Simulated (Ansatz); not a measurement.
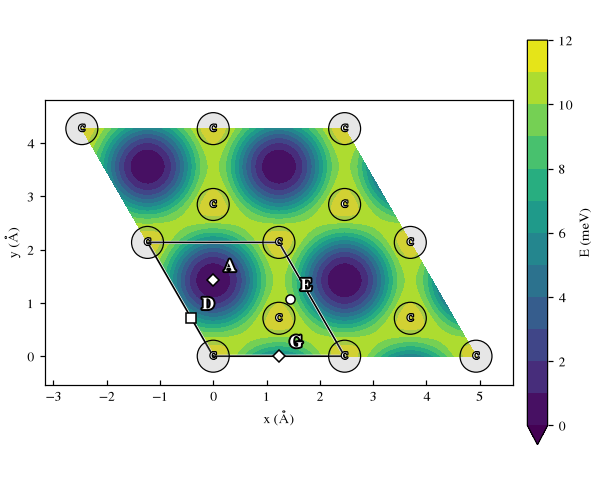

Si on a two-dimensional sheet of C (8 atoms of substrate and one adsorbate in a 2 × 2 cell). 
- Si is moved over the surface cell at a fixed height above a rigid substrate; the origin of the map has the adsorbate above C1; the height is held at 3.40 Å.
- Places are given modulo a cell vector. The map is drawn in real space over the plane of the surface.
- Grid: 6 × 6 points; 7 points were computed and 29 follow by symmetry.
- Places are given in fractions of the 1 × 1 surface cell.
- Energies: meV, counted from the lowest grid point.
- At a fixed height the lowest place need not be the adsorption site.
- These are results of DFT PBE+D3(BJ), scalar-relativistic, plane waves, PAW (Ansatz 0.2.0), not measurements. Settings: cutoff 420 eV, k-mesh 6×6×1, gaussian smearing 0.1 eV, spin-polarised.

Drawn: filled contours, labelled circles for the atoms of the top layer, the outline of one cell of the 2 × 2 shown, lettered points. Between grid points the surface is interpolated.

Question: Rank the lettered points by energy, lowest first.

Answer: A (0.0 meV), G (5.2 meV), D (6.8 meV), E (10.0 meV).

Question: What kind of point is each of A, D, G: minimum, saddle, maximum or slope?

Answer: A: minimum; D: on a slope; G: on a slope. (In these two coordinates alone; a stationary point may lie a little off the grid point.)

PAW datasets: the set soft_1.
